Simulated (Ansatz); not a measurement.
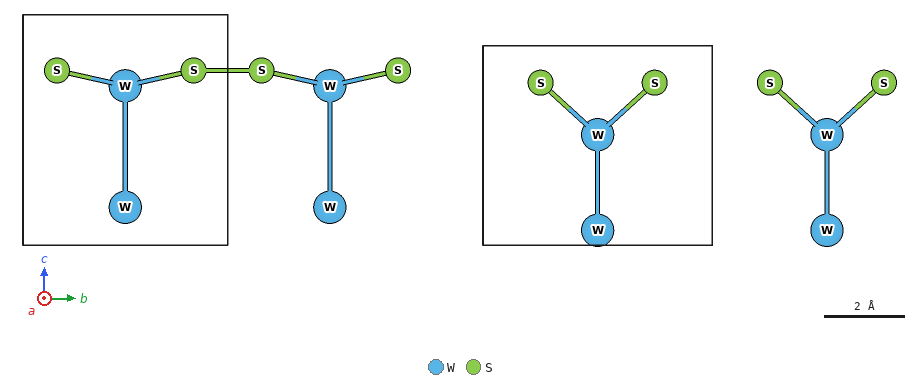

Two geometries of solid WS₂ (a generated structure, set up in P4mm) (coarse preliminary run), drawn at one scale. One is the start of a relaxation, the other its converged end. A ball-and-stick model of the cell of the calculation, repeated 1 × 2 × 1 with one cell outlined, seen along the a axis.

Method: DFT PBE, scalar-relativistic, plane waves, PAW (Ansatz). Set-up: plane-wave cutoff 420 eV; k-point mesh 4 × 4 × 4; occupations gaussian; smearing width 0.1 eV; collinear spin; cell and atoms relaxed; force threshold 0.04 eV/Å; at most 70 steps.

**Which one is relaxed?**

The right one is the relaxed one. The largest moves relative to the cell, 0.75 Å, are those of S atoms. By element the largest moves are S 0.75 Å, W 0.69 Å. The drawn cell changes as follows: a = b 5.154 → 5.778 Å (+12.1 %), c 5.814 → 5.031 Å (−13.5 %); the volume changes by +8.7 %. Some distances before and after: S–S 2.423 → 4.106 Å, S–S 1.713 → 2.903 Å, S–W 3.393 → 2.419 Å, W–W 3.062 → 2.410 Å. Bonds break: S–S (1.71 → 2.90 Å). Bond angles that change, for instance: S–W–S 161.9° → 114.4°, W–W–S 99.0° → 122.8°, W–W–S 81.0° → 57.2°. The space group (tolerance 0.01 Å) goes from P4mm (No. 99) to P4/mmm (No. 123). Over 12 accepted moves (13 points after the start) the energy falls by 15.856 eV per cell of the calculation. Largest force component: 15 eV/Å at the start, 0.011 eV/Å at the end. Pressure: 27.79 GPa at the start and 0.06 GPa at the end. The SCF was repeated once at an unchanged geometry on a basis and grid sized afresh for the cell, which shifted the energy by 7.4 meV per cell of the calculation at most. Cost: 6.1 min on 1 thread of Intel(R) Xeon(R) Platinum 8259CL CPU @ 2.50GHz (Skylake/Cascade Lake) (shared host), peak memory 0.56 GiB.
